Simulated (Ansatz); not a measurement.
System: C, space group Fd-3m (No. 227).

Structure:
```xyz
2
Lattice="0.0000 1.7659 1.7659 1.7659 0.0000 1.7659 1.7659 1.7659 0.0000" Properties=species:S:1:pos:R:3 pbc="T T T"
C     0.0000    0.0000    0.0000
C     0.8829    0.8829    0.8829
```

Calculation (Ansatz 0.2.0): elastic stress-strain coefficients at zero temperature from small strains of the given cell, Voigt order xx yy zz yz xz xy, Cartesian axes of the cell vectors; plane waves with PAW datasets, Γ-centred k mesh. Level: LDA, no spin polarisation.

```json
{"setting": "wave cutoff", "value": "420 eV"}
{"setting": "k mesh", "value": "12×12×12"}
{"setting": "occupations", "value": "fixed"}
{"setting": "ions", "value": "relaxed"}
{"setting": "strain amplitude", "value": "0.002"}
```

What does the calculation give for the stiffness matrix in Voigt order?

All six eigenvalues of the matrix are positive (the least is 592 GPa), so the crystal is mechanically stable. Over all directions E runs from 1071 to 1249 GPa, a ratio of 1.17. E is 1071 GPa along x, y and z alike, and 1249 GPa along the body diagonal x + y + z. The Hill averages are K = 467 GPa and G = 544 GPa, Poisson's ratio 0.08; K/G = 0.86.

Stiffness matrix C (GPa), Voigt order:
```tsv
	xx	yy	zz	yz	xz	xy
xx	1106.3	148.0	148.0	0.0	0.0	0.0
yy	148.0	1106.3	148.0	0.0	0.0	0.0
zz	148.0	148.0	1106.3	0.0	0.0	0.0
yz	0.0	0.0	0.0	592.3	0.0	0.0
xz	0.0	0.0	0.0	0.0	592.3	0.0
xy	0.0	0.0	0.0	0.0	0.0	592.3
```

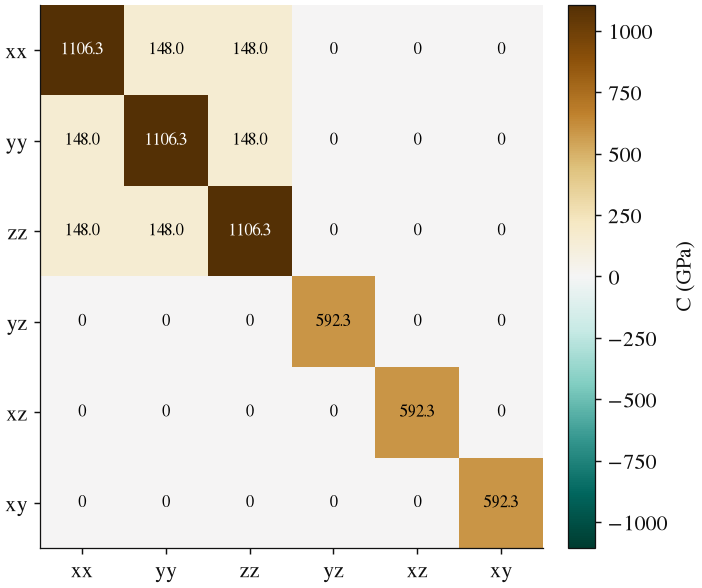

Caveats: lies under the reference phase in this functional.
